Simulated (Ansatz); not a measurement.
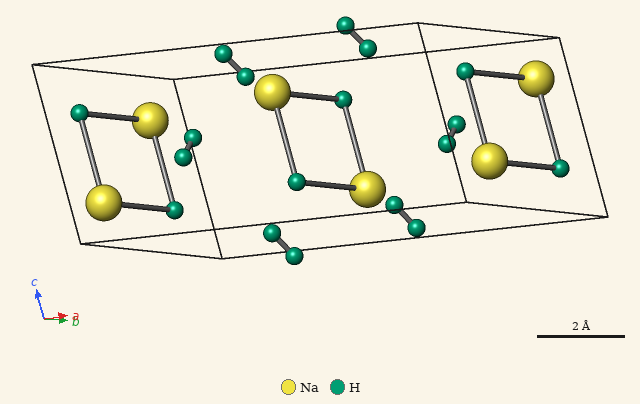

Lattice vibrations of solid NaH3 (a generated structure), space group C2/c (No. 15), at the zone centre. The picture is a ball-and-stick view of the conventional cell (2 times the calculation's cell), seen from a free direction. Lengths and directions refer to the drawn axes.

The calculation used Ansatz, DFT PBE, scalar-relativistic, plane waves, PAW.

Input
```yaml
crystal:
  lattice:
    - [6.3452993998, -2.2869553617, -0.0313716655]
    - [6.3452993998, 2.2869553617, -0.0313716655]
    - [-1.5812269186, 0.0, 4.2890243899]
  atoms:
    - { symbol: Na, position: [0.2498862454, 0.7501137546, 0.75] }
    - { symbol: Na, position: [0.7501137546, 0.2498862454, 0.25] }
    - { symbol: H, position: [0.5558786617, 0.942915342, 0.0592855216] }
    - { symbol: H, position: [0.749929496, 0.250070504, 0.75] }
    - { symbol: H, position: [0.057084658, 0.4441213383, 0.4407144784] }
    - { symbol: H, position: [0.942915342, 0.5558786617, 0.5592855216] }
    - { symbol: H, position: [0.4441213383, 0.057084658, 0.9407144784] }
    - { symbol: H, position: [0.250070504, 0.749929496, 0.25] }
basis:
  ecutwfc: 420
kpoints:
  mp_grid: { grid: [6, 6, 6] }
hamiltonian:
  xc: pbe
scf:
  occupations: { method: fixed }
output:
  eigenvalues: true
phonons:
  method: dfpt
  dielectric: true
  rigid_motions: translations
  eigenvectors: true
  qmesh: [2, 2, 2]
  temperatures: { t_max: 1000, t_step: 100 }
  qpath:
    path:
      - [[0.0, 0.0, 0.0], [-0.28702389, 0.28702389, 0.0]]
      - [[-0.71297611, -0.28702389, 0.0], [-0.5, -0.5, 0.0], [0.0, 0.0, 0.0], [-0.5, -0.5, 0.5], [-0.74900746, -0.25099254, 0.5]]
      - [[-0.25099254, 0.25099254, 0.5], [0.0, 0.0, 0.5], [0.0, 0.0, 0.0]]
      - [[-0.5, 0.0, 0.5], [0.0, 0.0, 0.0], [-0.5, 0.0, 0.0]]
    npoints: 8
```

Command:
```bash
ansatz run input.yaml --threads 4 --pin off --max-ram 8192MiB --backend cpu --events-out ev --progress --plain --runs-dir out
```

Frequencies are those without the non-analytic (LO–TO) term.

Question: List the optical modes.

Answer: The calculation's cell holds 8 atoms, so there are 21 optical modes, in 17 levels. One level is unstable (imaginary frequency).

```tsv
level	symmetry	frequency (cm⁻¹)	activity
1	B_g	151i	Raman-active
2	B_g	55	Raman-active
3	doubly degenerate	84	not assigned
4	A_g	95	Raman-active
5	A_u	117	infrared-active
6	B_u	122	infrared-active
7	A_u	170	infrared-active
8	B_u	171	infrared-active
9	doubly degenerate	193	not assigned
10	B_g	318	Raman-active
11	A_g	339	Raman-active
12	B_g	340	Raman-active
13	B_u	514	infrared-active
14	A_u	674	infrared-active
15	B_u	676	infrared-active
16	doubly degenerate	908	not assigned
17	doubly degenerate	4276	not assigned
```

The displacement patterns, 6 of the levels:

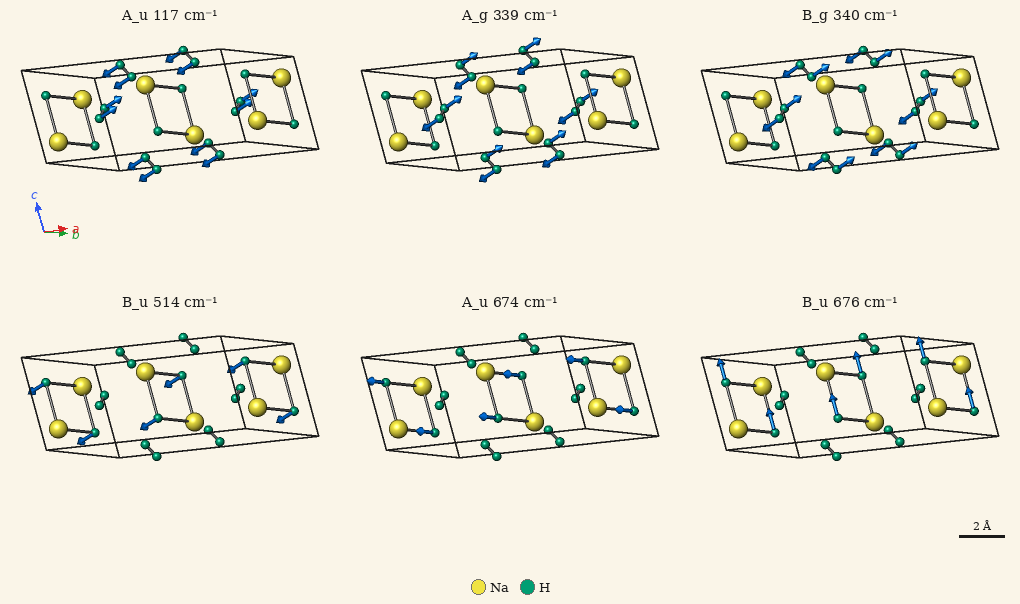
